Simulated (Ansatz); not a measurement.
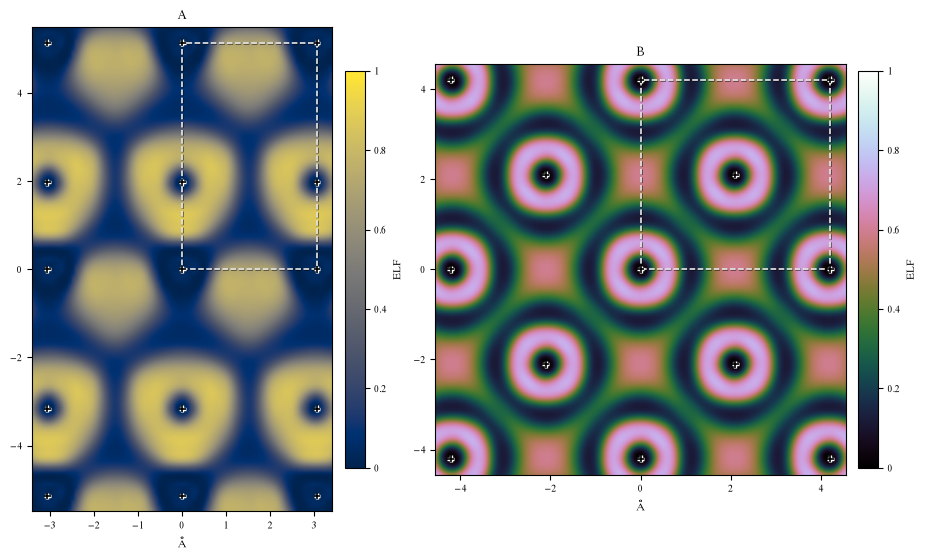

The ELF of 2 systems, each on a plane through atoms (crosses mark nuclei in the plane).

Method: DFT r2SCAN, scalar-relativistic, plane waves, PAW in Ansatz.

System 1: AlN, the (100) plane of the conventional cell. Space group P6₃mc; not relaxed (largest force 0.6 eV/Å).

```cif
data_structure
_symmetry_space_group_name_H-M 'P 1'
_symmetry_Int_Tables_number 1
_cell_length_a 3.0608
_cell_length_b 3.0608
_cell_length_c 5.1426
_cell_angle_alpha 90.000
_cell_angle_beta 90.000
_cell_angle_gamma 120.000
_cell_volume 41.72
loop_
_atom_site_label
_atom_site_type_symbol
_atom_site_fract_x
_atom_site_fract_y
_atom_site_fract_z
_atom_site_occupancy
Al1 Al 0.33333 0.66667 0.00000 1
Al2 Al 0.66667 0.33333 0.50000 1
N1 N 0.33333 0.66667 0.38500 1
N2 N 0.66667 0.33333 0.88500 1
```

System 2: Ta, the (010) plane of the conventional cell. Space group Fm-3m; computed without spin polarisation.

```yaml
crystal:
  lattice:
    - [4.20786, 0.00000, 0.00000]
    - [0.00000, 4.20786, 0.00000]
    - [0.00000, 0.00000, 4.20786]
  atoms:
    - { symbol: Ta, position: [0.00000, 0.00000, 0.00000] }
    - { symbol: Ta, position: [0.50000, 0.50000, 0.00000] }
    - { symbol: Ta, position: [0.50000, 0.00000, 0.50000] }
    - { symbol: Ta, position: [0.00000, 0.50000, 0.50000] }
```

Question: Match each panel to its system.

Answer: Panel A is system 1, AlN: the plane holds Al and N. Al–N (1.98 Å): the ELF peaks at about 0.90 in the valence shell of N, 0.8 Å from its nucleus, and is about 0.85 at the midpoint. Panel B is system 2, Ta: the plane holds Ta. Ta–Ta (2.98 Å): the ELF is about 0.30 at the midpoint: no shared electron pair shows on this line.
